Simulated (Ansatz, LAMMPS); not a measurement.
## Glassy 57SiO2-27Al2O3-16BaO (mol %) (149 atoms): where an added charge goes

Aim: add and remove one electron in glassy 57SiO2-27Al2O3-16BaO (mol %) (149 atoms), with atoms held and relaxed, and read trapping energy and localisation.

Method: Kohn-Sham DFT, PBE, PAW (set soft_1), plane waves, in Ansatz 0.2.0.

## (1) The starting structure

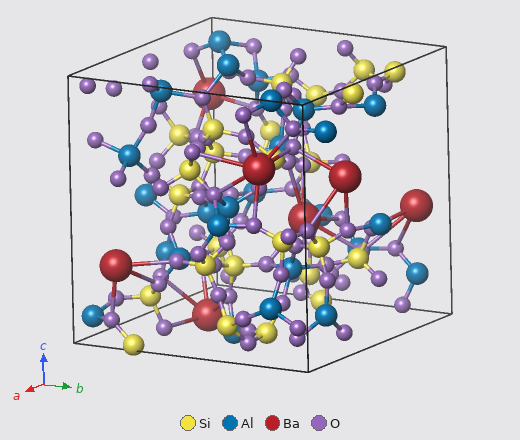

The cell as given, slightly off an axis (silicon yellow, aluminium blue, barium red, oxygen purple). Bonds to atoms that aren't drawn are left out. Some periodic images of atoms are drawn too.

The cell holds 149 atoms: 25 Si, 24 Al, 7 Ba and 93 O. Cell: a = 12.979 Å, b = 12.979 Å, c = 12.979 Å, α = 90.0°, β = 90.0°, γ = 90.0°. 149 atoms (25 Si, 24 Al, 7 Ba, 93 O) placed at random at 2.88 g/cm³, melted at 4000 K for 10 ps at fixed volume with the Morse and Coulomb pair potential with partial charges (Pedone, Malavasi, Menziani, Cormack and Segre, J. Phys. Chem. B 110, 11780 (2006)). Quenched from 4000 K to 300 K at 25 K/ps and fixed volume, held 5 ps.

Limits known from the start: The quench rate of 25 K/ps is many orders above laboratory rates, so the cell is likely richer in defects and strain than a real sample. The starting topology of bonds comes from the classical model, and needn't be the one that DFT or experiment would give. Sampling is at Γ alone, for a cell whose shortest periodic width is 13 Å. No spin–orbit coupling is included, so levels derived from the heavy atoms are approximate.

## (2) Single point at the start

The forces at the start show how far the geometry lies from a minimum of this functional.

Input file input.yaml:

```yaml
crystal:
  lattice:
    - [12.9793, 0.0, 0.0]
    - [0.0, 12.9793, 0.0]
    - [0.0, 0.0, 12.9793]
  atoms:
    - { symbol: Si, position: [0.6698, 0.41181, 0.77227] }
    - { symbol: Si, position: [0.90701, 0.84611, 0.45174] }
    - { symbol: Si, position: [0.9223, 0.61147, 0.11449] }
    - { symbol: Si, position: [0.87448, 0.49294, 0.31773] }
    - { symbol: Si, position: [0.17834, 0.51906, 0.55375] }
    - { symbol: Si, position: [0.41515, 0.55092, 0.90429] }
    - { symbol: Si, position: [0.89187, 0.44548, 0.67301] }
    - { symbol: Si, position: [0.70232, 0.14737, 0.1285] }
    - { symbol: Si, position: [0.20662, 0.90669, 0.94106] }
    - { symbol: Si, position: [0.40928, 0.85782, 0.28222] }
    - { symbol: Si, position: [0.24058, 0.15635, 0.21248] }
    - { symbol: Si, position: [0.59681, 0.96731, 0.95177] }
    - { symbol: Si, position: [0.23658, 0.5897, 0.05648] }
    - { symbol: Si, position: [0.97929, 0.24251, 0.01561] }
    - { symbol: Si, position: [0.0263, 0.25877, 0.60827] }
    - { symbol: Si, position: [0.67948, 0.26699, 0.51395] }
    - { symbol: Si, position: [0.09402, 0.49914, 0.78265] }
    - { symbol: Si, position: [0.56712, 0.42399, 0.24103] }
    - { symbol: Si, position: [0.71161, 0.64755, 0.04577] }
    - { symbol: Si, position: [0.10107, 0.70966, 0.90315] }
    - { symbol: Si, position: [0.37718, 0.08601, 0.65158] }
    - { symbol: Si, position: [0.49194, 0.30083, 0.6355] }
    - { symbol: Si, position: [0.60025, 0.62572, 0.66837] }
    - { symbol: Si, position: [0.69129, 0.86677, 0.38691] }
    - { symbol: Si, position: [0.08019, 0.44392, 0.10465] }
    - { symbol: Al, position: [0.38741, 0.5224, 0.65931] }
    - { symbol: Al, position: [0.75563, 0.24553, 0.91719] }
    - { symbol: Al, position: [0.82353, 0.14584, 0.67922] }
    - { symbol: Al, position: [0.48398, 0.00244, 0.44197] }
    - { symbol: Al, position: [0.11051, 0.51857, 0.34127] }
    - { symbol: Al, position: [0.7286, 0.91305, 0.14466] }
    - { symbol: Al, position: [0.42782, 0.95501, 0.86879] }
    [... 111 atom lines left out ...]
    - { symbol: O, position: [0.49208, 0.77137, 0.26621] }
    - { symbol: O, position: [0.98716, 0.92074, 0.49665] }
    - { symbol: O, position: [0.30128, 0.80688, 0.27939] }
    - { symbol: O, position: [0.08572, 0.59855, 0.54369] }
    - { symbol: O, position: [0.66263, 0.74738, 0.37266] }
    - { symbol: O, position: [0.98034, 0.52848, 0.38665] }
kpoints:
  mp_grid: { grid: [1, 1, 1] }
hamiltonian:
  xc: pbe
  pseudopotentials: { kind: paw, azcp: { folder: soft_1 } }
scf:
  occupations: { method: fermi_dirac, width: 0.05 }
output:
  forces: true
```

Command:

```sh
> ansatz run input.yaml --threads 8 --pin off --max-ram 15872MiB --backend cpu --events-out ev --progress --plain --runs-dir out
```

Numbers of over 12 decimals in the logs are rounded to 6 here.

The program printed:

```text
[...]
Pseudopotentials: kind: paw
Pseudopotential: Si, paw, valence charge 4, recommended cutoff 420 eV (normal), soft_1/Si.paw.azcp
Pseudopotential: Al, paw, valence charge 3, recommended cutoff 420 eV (normal), soft_1/Al.paw.azcp
Pseudopotential: Ba, paw, valence charge 10, recommended cutoff 420 eV (normal), soft_1/Ba.paw.azcp
Pseudopotential: O, paw, valence charge 6, recommended cutoff 420 eV (normal), soft_1/O.paw.azcp
[...]
Crystal: 149 atoms, lattice volume = 2186.522 Å³
Basis set: ecut = 420 eV, 42931 PW (Γ), exchange–correlation on 180×180×180 points (8 copies of the dense FFT grid, shifted against one another)
Bands: 549, of which v1, the nominal top of the filled ones, is band 400 counted from 1 (399 counted from 0)
Symmetry: 1 space group operations
Space group: P1 (ITA 1), of the structure as read, at distance tolerance 1.3e-4 Å
k-points: 1
[...]
Initial density: superposition of atomic densities (chi_scale 0.1, normalization cell, long waves 41 % of neutral atoms (reshape's long-wave potential 1.41 eV rms, cloud 2.81 Å wide))
Initial wavefunctions: pseudopotential atomic-orbital guess
[...]
SCF iter   1: F=—  HF=-123470.284852 eV  |F-HF|=—  |Δ(HF+E_count)|=         —  Δρ=1.06e-1  dr2=2.63e2  ethr=3.10e-3  ⟨swp⟩=8.0  Hψ=2897  notcnv=0  defer=122
preconditioner: auto → Resta (q_TF=auto, 2.307 Å⁻¹)  ε∞=3.6  [insulator: Δε(μ)=1.713 eV  Ē_g=13.892 eV  σ=0.050 eV  W_gap=1.00  n_scr=460 (ndim 8)  ℏωp=22.3 eV  f_vac=0.057  D(μ)=0.00/eV (n_scr^D=0)  ε∞_Penn≈3.6]
SCF iter   2: F=—  HF=-123402.199126 eV  |F-HF|=—  |Δ(HF+E_count)|=    6.81e1  Δρ=4.02e-2  dr2=3.22e1  ethr=3.10e-3  ⟨swp⟩=3.0  Hψ=1318  notcnv=0  defer=142
SCF iter   3: F=—  HF=-123395.819439 eV  |F-HF|=—  |Δ(HF+E_count)|=    6.38e0  Δρ=1.88e-2  dr2=1.03e1  ethr=3.10e-3  ⟨swp⟩=4.0  Hψ=723  notcnv=0  defer=57
automatic band count: iteration 3 solves 464 bands in place of 549: the levels show a gap, and the empty bands left out lie too high to hold charge; the band table lists the bands solved (type scf.n_extra_bands for more)
SCF iter   4: F=—  HF=-123394.101428 eV  |F-HF|=—  |Δ(HF+E_count)|=    1.72e0  Δρ=7.11e-3  dr2=9.63e-1  ethr=1.29e-3  ⟨swp⟩=5.0  Hψ=951  notcnv=0  defer=55
SCF iter   5: F=—  HF=-123394.046225 eV  |F-HF|=—  |Δ(HF+E_count)|=   5.52e-2  Δρ=2.75e-3  dr2=1.98e-1  ethr=1.20e-4  ⟨swp⟩=3.0  Hψ=812  notcnv=0  defer=55
[...]
SCF iter  13: F=—  HF=-123394.128088 eV  |F-HF|=—  |Δ(HF+E_count)|=   4.15e-7  Δρ=3.82e-6  dr2=2.90e-7  ethr=1.23e-10  ⟨swp⟩=2.0  Hψ=734  notcnv=0  defer=55
SCF iter  14: F=-123394.128088 eV  HF=-123394.128088 eV  |F-HF|=4.35e-8  |Δ(HF+E_count)|=   8.20e-8  Δρ=1.88e-6  dr2=7.19e-8  ethr=1.25e-11  ⟨swp⟩=5.0  Hψ=1589  notcnv=0
SCF 1 converged in 14 iterations: F = -123394.128088 eV  dr2 = 7.19e-8
[...]
SCF converged after 14 iterations
Free energy (F): -123394.128088 eV
Harris-Foulkes:  -123394.128088 eV  (|F-HF|=4.35e-8)
Internal energy: -123394.128088 eV  (E = F + TS)
E sigma→0 (E₀):  -123394.128088 eV
Fermi energy:    5.413838 eV
--- Per-component energies (eV) ---
[...]
Σ components = -123394.128088   (vs F -123394.128088, Δ=0.00e0)
--- Forces (eV/Å), atoms counted from 1 ---
  atom   1  Si    -0.83074963    -0.00484576    -2.08359141
  atom   2  Si     0.01801825    -0.74920917    -2.03840334
  atom   3  Si     0.50279988    -1.06042573     2.47855662
  atom   4  Si     2.49409052     0.00530101     0.45533825
[...]
atom 149  O      0.01560384     0.38030992     0.09504948
  max |Σ_I F_I| component: 3.91e-5 eV/Å
```

Wall time 19 s (8 threads of AMD EPYC 7B13 (Zen 3), shared host); peak memory 3.4 GiB.

The r.m.s. force at the start is 1.3 eV/Å.

## (3) Relaxation

With the cell held, the atoms are moved downhill towards a nearby minimum.

Input file input.yaml:

```yaml
crystal:
  lattice:
    - [12.9793, 0.0, 0.0]
    - [0.0, 12.9793, 0.0]
    - [0.0, 0.0, 12.9793]
  atoms:
    [... the 149 atom lines of step 2 ...]
kpoints:
  mp_grid: { grid: [1, 1, 1] }
hamiltonian:
  xc: pbe
  pseudopotentials: { kind: paw, azcp: { folder: soft_1 } }
scf:
  occupations: { method: fermi_dirac, width: 0.05 }
output:
  forces: true
relax:
  f_tol: 0.05
  max_steps: 120
```

The program printed:

```text
[...]
Crystal: 149 atoms, lattice volume = 2186.522 Å³
Basis set: ecut = 420 eV, 42931 PW (Γ), exchange–correlation on 180×180×180 points (8 copies of the dense FFT grid, shifted against one another)
Bands: 549, of which v1, the nominal top of the filled ones, is band 400 counted from 1 (399 counted from 0)
Symmetry: 1 space group operations
[...]
k-points: 1
[...]
SCF iter   1: F=—  HF=-123470.284852 eV  |F-HF|=—  |Δ(HF+E_count)|=         —  Δρ=1.06e-1  dr2=2.63e2  ethr=3.10e-3  ⟨swp⟩=8.0  Hψ=2897  notcnv=0  defer=122
[...]
SCF iter   9: F=—  HF=-123394.128112 eV  |F-HF|=—  |Δ(HF+E_count)|=   9.63e-4  Δρ=1.48e-4  dr2=4.11e-4  ethr=1.18e-7  ⟨swp⟩=2.0  Hψ=808  notcnv=0  defer=140
SCF iter  10: F=-123394.128079 eV  HF=-123394.128093 eV  |F-HF|=1.33e-5  |Δ(HF+E_count)|=   1.97e-5  Δρ=2.91e-5  dr2=3.02e-5  ethr=7.81e-9  ⟨swp⟩=3.0  Hψ=2025  notcnv=0
SCF 1 converged in 10 iterations: F = -123394.128079 eV  dr2 = 3.02e-5
[...]
relax step   1: F+E_penalty+E_count = -123394.12807933 eV  Δ(F+E_penalty+E_count) = +0.000e0 eV  max|allowed force component| = 4.297e0 eV/Å  Δτ_max = 0.0000 Å  (10 SCF iters, dr2 threshold 6.25e-5 eV, accepted)
[...]
relax step   2: F+E_penalty+E_count = -123400.07814489 eV  Δ(F+E_penalty+E_count) = -5.950e0 eV  max|allowed force component| = 2.830e0 eV/Å  Δτ_max = 0.1950 Å  (7 SCF iters, dr2 threshold 1.00e-4 eV, accepted)
[...]
relax step   3: F+E_penalty+E_count = -123404.07577225 eV  Δ(F+E_penalty+E_count) = -3.998e0 eV  max|allowed force component| = 1.043e0 eV/Å  Δτ_max = 0.1960 Å  (8 SCF iters, dr2 threshold 1.00e-4 eV, accepted)
relax step   4: F+E_penalty+E_count = -123404.75054713 eV  Δ(F+E_penalty+E_count) = -6.748e-1 eV  max|allowed force component| = 7.600e-1 eV/Å  Δτ_max = 0.1935 Å  (6 SCF iters, dr2 threshold 1.00e-4 eV, accepted)
relax step   5: F+E_penalty+E_count = -123405.22771700 eV  Δ(F+E_penalty+E_count) = -4.772e-1 eV  max|allowed force component| = 4.742e-1 eV/Å  Δτ_max = 0.2000 Å  (7 SCF iters, dr2 threshold 7.84e-5 eV, accepted)
relax step   6: F+E_penalty+E_count = -123405.62402284 eV  Δ(F+E_penalty+E_count) = -3.963e-1 eV  max|allowed force component| = 3.520e-1 eV/Å  Δτ_max = 0.1961 Å  (7 SCF iters, dr2 threshold 8.75e-5 eV, accepted)
relax step   7: F+E_penalty+E_count = -123405.73437842 eV  Δ(F+E_penalty+E_count) = -1.104e-1 eV  max|allowed force component| = 2.920e-1 eV/Å  Δτ_max = 0.1065 Å  (6 SCF iters, dr2 threshold 4.82e-5 eV, accepted)
relax step   8: F+E_penalty+E_count = -123405.87991270 eV  Δ(F+E_penalty+E_count) = -1.455e-1 eV  max|allowed force component| = 1.909e-1 eV/Å  Δτ_max = 0.2000 Å  (6 SCF iters, dr2 threshold 4.70e-5 eV, accepted)
relax step   9: F+E_penalty+E_count = -123405.98557467 eV  Δ(F+E_penalty+E_count) = -1.057e-1 eV  max|allowed force component| = 1.575e-1 eV/Å  Δτ_max = 0.1964 Å  (7 SCF iters, dr2 threshold 1.56e-5 eV, accepted)
relax step  10: F+E_penalty+E_count = -123406.05134362 eV  Δ(F+E_penalty+E_count) = -6.577e-2 eV  max|allowed force component| = 1.497e-1 eV/Å  Δτ_max = 0.2000 Å  (7 SCF iters, dr2 threshold 1.06e-5 eV, accepted)
relax step  11: F+E_penalty+E_count = -123406.10279376 eV  Δ(F+E_penalty+E_count) = -5.145e-2 eV  max|allowed force component| = 2.873e-1 eV/Å  Δτ_max = 0.1148 Å  (7 SCF iters, dr2 threshold 1.52e-5 eV, accepted)
relax step  12: F+E_penalty+E_count = -123406.13348238 eV  Δ(F+E_penalty+E_count) = -3.069e-2 eV  max|allowed force component| = 1.237e-1 eV/Å  Δτ_max = 0.0340 Å  (5 SCF iters, dr2 threshold 7.46e-5 eV, accepted)
relax step  13: F+E_penalty+E_count = -123406.17823261 eV  Δ(F+E_penalty+E_count) = -4.475e-2 eV  max|allowed force component| = 1.455e-1 eV/Å  Δτ_max = 0.1076 Å  (7 SCF iters, dr2 threshold 2.84e-6 eV, accepted)
relax step  14: F+E_penalty+E_count = -123406.20425716 eV  Δ(F+E_penalty+E_count) = -2.602e-2 eV  max|allowed force component| = 1.722e-1 eV/Å  Δτ_max = 0.2000 Å  (9 SCF iters, dr2 threshold 3.92e-6 eV, accepted)
relax step  15: F+E_penalty+E_count = -123406.20534237 eV  Δ(F+E_penalty+E_count) = -1.085e-3 eV  max|allowed force component| = 2.161e-1 eV/Å  Δτ_max = 0.2000 Å  (7 SCF iters, dr2 threshold 2.96e-5 eV, accepted)
relax step  16: F+E_penalty+E_count = -123406.23528856 eV  Δ(F+E_penalty+E_count) = -2.995e-2 eV  max|allowed force component| = 1.962e-1 eV/Å  Δτ_max = 0.2000 Å  (7 SCF iters, dr2 threshold 4.67e-5 eV, accepted)
relax step  17: F+E_penalty+E_count = -123406.25710749 eV  Δ(F+E_penalty+E_count) = -2.182e-2 eV  max|allowed force component| = 2.281e-1 eV/Å  Δτ_max = 0.1578 Å  (6 SCF iters, dr2 threshold 3.18e-5 eV, accepted)
relax step  18: F+E_penalty+E_count = -123406.27210819 eV  Δ(F+E_penalty+E_count) = -1.500e-2 eV  max|allowed force component| = 1.788e-1 eV/Å  Δτ_max = 0.2000 Å  (7 SCF iters, dr2 threshold 4.29e-5 eV, accepted)
relax step  19: F+E_penalty+E_count = -123406.28231854 eV  Δ(F+E_penalty+E_count) = -1.021e-2 eV  max|allowed force component| = 7.678e-2 eV/Å  Δτ_max = 0.0408 Å  (5 SCF iters, dr2 threshold 1.96e-5 eV, accepted)
relax step  20: F+E_penalty+E_count = -123406.28773140 eV  Δ(F+E_penalty+E_count) = -5.413e-3 eV  max|allowed force component| = 3.861e-2 eV/Å  Δτ_max = 0.0564 Å  (9 SCF iters, accepted)
relax step  21: F+E_penalty+E_count = -123406.29299398 eV  Δ(F+E_penalty+E_count) = -5.263e-3 eV  max|allowed force component| = 4.721e-2 eV/Å  Δτ_max = 0.0752 Å  (9 SCF iters, accepted)
relax step  22: F+E_penalty+E_count = -123406.29666705 eV  Δ(F+E_penalty+E_count) = -3.673e-3 eV  max|allowed force component| = 1.015e-1 eV/Å  Δτ_max = 0.1014 Å  (9 SCF iters, accepted)
relax step  23: F+E_penalty+E_count = -123406.30010519 eV  Δ(F+E_penalty+E_count) = -3.438e-3 eV  max|allowed force component| = 7.137e-2 eV/Å  Δτ_max = 0.0425 Å  (5 SCF iters, dr2 threshold 1.03e-5 eV, accepted)
relax step  24: F+E_penalty+E_count = -123406.30331866 eV  Δ(F+E_penalty+E_count) = -3.213e-3 eV  max|allowed force component| = 5.308e-2 eV/Å  Δτ_max = 0.0749 Å  (7 SCF iters, dr2 threshold 2.52e-6 eV, accepted)
relax step  25: F+E_penalty+E_count = -123406.30410703 eV  Δ(F+E_penalty+E_count) = -7.884e-4 eV  max|allowed force component| = 6.198e-2 eV/Å  Δτ_max = 0.0158 Å  (7 SCF iters, accepted)
relax step  26: F+E_penalty+E_count = -123406.30001949 eV  Δ(F+E_penalty+E_count) = +4.088e-3 eV  max|allowed force component| = 6.256e-2 eV/Å  Δτ_max = 0.0698 Å  (9 SCF iters, rejected (line search))
[...]
relax step  27: F+E_penalty+E_count = -123406.30668928 eV  Δ(F+E_penalty+E_count) = -2.582e-3 eV  max|allowed force component| = 2.587e-2 eV/Å  Δτ_max = 0.0299 Å  (9 SCF iters, accepted)
SCF converged after 9 iterations
Free energy (F): -123406.306689 eV
[...]
Internal energy: -123406.306689 eV  (E = F + TS)
E sigma→0 (E₀):  -123406.306689 eV
Fermi energy:    5.339828 eV
[...]
Σ components = -123406.306689   (vs F -123406.306689, Δ=0.00e0)
--- Forces (eV/Å), atoms counted from 1 ---
  atom   1  Si    -0.00009771    -0.00611355    -0.00072092
  atom   2  Si    -0.02587509    -0.02161184     0.00283268
  atom   3  Si     0.00800838     0.01086576     0.01109598
  atom   4  Si     0.00225989     0.00323373    -0.00069562
[...]
atom 149  O      0.00126137    -0.00693810    -0.00877346
  max |Σ_I F_I| component: 1.08e-4 eV/Å
--- Relaxed structure (27 steps of the walk, 26 accepted, 0 SCFs on fresh bases) ---
  F+E_penalty+E_count = -123406.30668928 eV   max|allowed force component| = 2.587e-2 eV/Å
  atoms:
    - { symbol: Si, position: [0.665462, 0.408206, 0.767413] }
    - { symbol: Si, position: [0.920791, 0.845878, 0.484448] }
    - { symbol: Si, position: [0.910520, 0.620125, 0.150330] }
    - { symbol: Si, position: [0.856337, 0.485084, 0.321896] }
[...]
- { symbol: O, position: [0.971835, 0.527919, 0.370228] }
```

It took 5 min on 8 threads; peak memory 3.4 GiB; 37 min of CPU time.

The relaxation converged after 27 steps, 12.2 eV below its start, with a largest force component of 0.026 eV/Å.

[end of part 1 of 4]

[Logs are printed without paths, hosts, clocks, repeated set-up lines and the standing remarks that a program may print on its own settings, such as how far it seeks lower states.]

[Hosts, paths, dates, database ids (printed as entryN), source tags and the programs' standing remarks are cut or masked in the printed files.]
